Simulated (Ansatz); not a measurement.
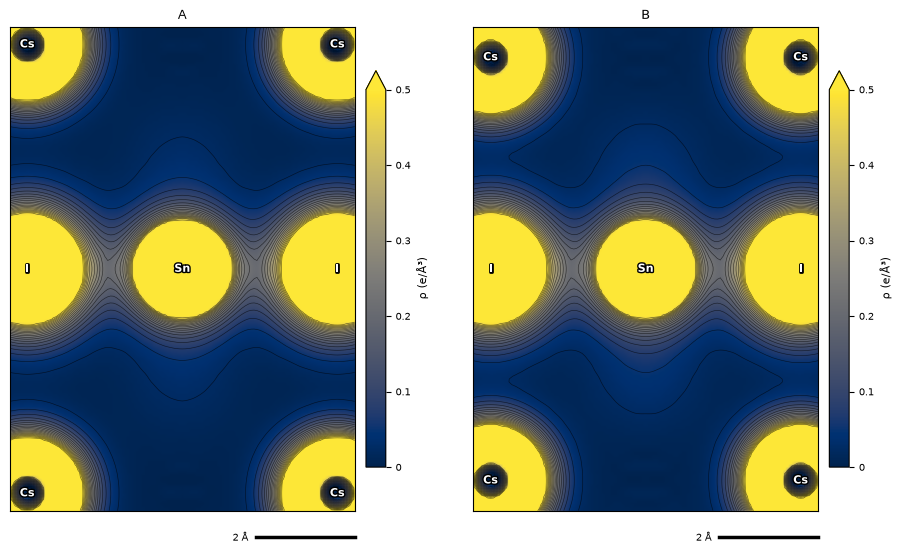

CsSnI3. The valence electron density of two cells that differ in size and shape, on the (101̄) plane of each (indices in the axes of the calculation cell), at one length scale and on one colour scale; one has 46.2 and the other 51.9 Å³ an atom.

Computed with Ansatz, DFT PBE, scalar-relativistic, plane waves, PAW.

The larger cell:

```xyz
5
Lattice="6.2832 0.0000 0.0000 0.0000 6.2832 0.0000 0.0000 0.0000 6.5766" Properties=species:S:1:pos:R:3 pbc="T T T"
Cs    0.0000    0.0000    0.0000
Sn    3.1416    3.1416    3.2883
I     0.0000    3.1416    3.2883
I     3.1416    0.0000    3.2883
I     3.1416    3.1416    0.0000
```

The smaller cell: a = 5.990 Å, b = 6.283 Å, c = 6.137 Å, α = 90.00°, β = 90.00°, γ = 90.00°.

### Which is the denser cell? Describe the effect of the change.

Panel B is the smaller cell, by 11 % in volume. From the larger cell to the smaller, Sn–I goes from 3.14 to 3.14 Å; Cs–I goes from 4.55 to 4.29 Å, and the density at its midpoint from 0.02 to 0.03 e/Å³; the pressure goes from −0.6 to 1.4 GPa.
